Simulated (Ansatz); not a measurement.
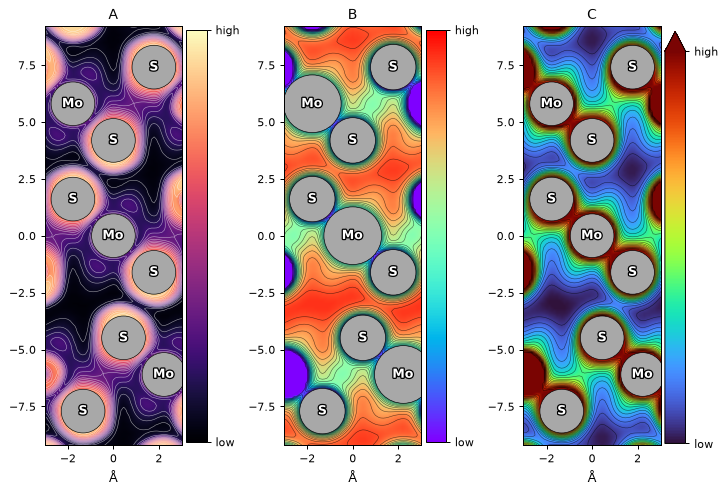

MoS2: 3 fields on the (010) plane of the conventional cell, with unlabelled colour scales. Grey discs cover the atomic cores.

Space group C2/m; a point of a scan over the structure, not its minimum; computed without spin polarisation; PAW files of the earlier set (soft_1).

Level of theory: DFT PBEsol+D3(BJ), scalar-relativistic, plane waves, PAW in Ansatz 0.2.0.

> The panels show electron localisation function, electrostatic potential energy of an electron and valence pseudo-density in some order. Assign them.

Panel A: electron localisation function. Panel B: electrostatic potential energy of an electron (low next to the atoms, rising into the space between them). Panel C: valence pseudo-density. From the grid: Mo–S (2.40 Å): the density is about 0.58 e/Å³ at the midpoint; the ELF peaks at about 0.80 in the valence shell of S, 0.8 Å from its nucleus, and is about 0.35 at the midpoint.
